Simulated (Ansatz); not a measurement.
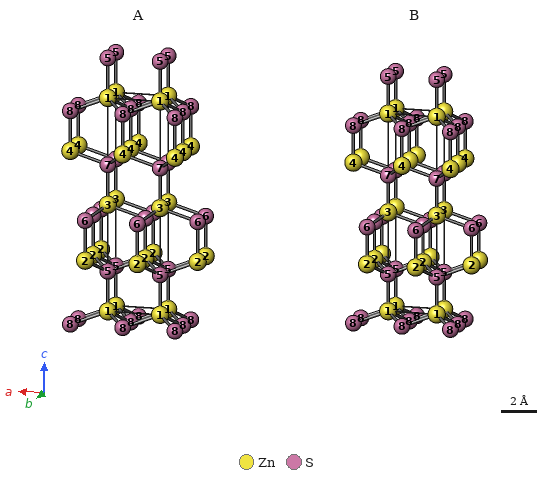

Two geometries of crystalline ZnS (built on the 4H polytype type), drawn at one scale. One is the start of a relaxation, the other its converged end. Style: ball-and-stick. Shown: the cell of the calculation, from a free direction.

Computed with DFT, PBE, plane waves, PAW (Ansatz 0.2.0). (plane-wave cutoff 420 eV; k-point mesh 12 × 12 × 2; occupations fermi dirac; smearing width 0.02 eV; no spin polarisation; cell and atoms relaxed; force threshold 0.005 eV/Å)

> Which of the two is the end point?

Structure A is the relaxed one. No atom moves by more than 0.005 Å relative to the cell. Cell: a = b 3.570 → 3.847 Å (+7.8 %), c 11.660 → 12.591 Å (+8.0 %). Volume +25.4 %. Some distances before and after: Zn1–S5 2.186 → 2.357 Å. The space group stays P6_3mc (No. 186). After 5 accepted moves (7 points after the start) the energy has fallen by 2.150 eV per cell of the calculation. Largest force component: 0.061 eV/Å at the start, under 0.0001 eV/Å at the end. Pressure: 25.86 GPa at the start and 0.00 GPa at the end. The SCF was repeated twice at an unchanged geometry on a basis and grid sized afresh for the cell, which shifted the energy by 26.0 meV per cell of the calculation at most.
